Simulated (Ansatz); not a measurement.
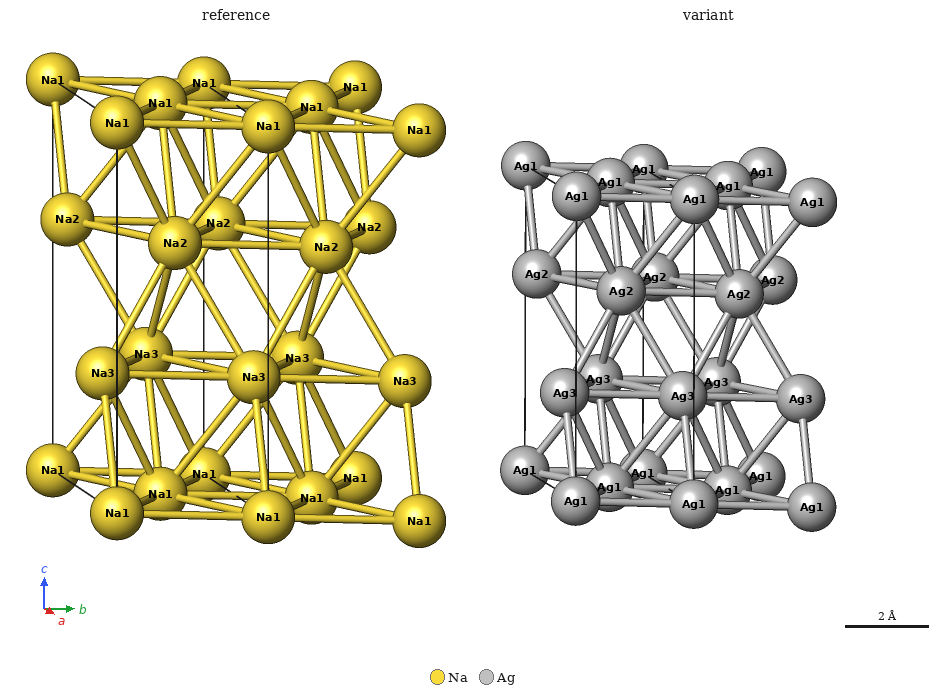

Left: a crystal of Na (set up in C2/m). Right: the same structure after one change, at the same scale. A ball-and-stick model of the conventional cell (2 times the calculation's cell), repeated 1 × 2 × 1 with one cell outlined, seen from a free direction. Lengths and directions refer to the drawn axes.

Theory: Ansatz 0.2.0, DFT PBE, scalar-relativistic, plane waves, PAW. Settings: plane-wave cutoff 420 eV; occupations gaussian; smearing width 0.1 eV; no spin polarisation. The k-mesh is chosen for each cell (14×14×6, 16×16×6).

Which change leads from the left to the right?

Every sodium atom is replaced by silver, which gives Ag. Cell and atoms are relaxed again (to zero pressure within 0.1 GPa, forces under 0.01 eV/Å).

What does the change do?

The volume per atom goes from 37.01 to 17.87 Å³. Cell: a 6.449 → 5.085 Å (−21.1 %), b 3.761 → 2.937 Å (−21.9 %), c 9.471 → 7.377 Å (−22.1 %), β 104.8° → 103.3°. Volume −51.7 %. The space group (tolerance 0.01 Å) goes from C2/m (No. 12) to R-3m (No. 166).
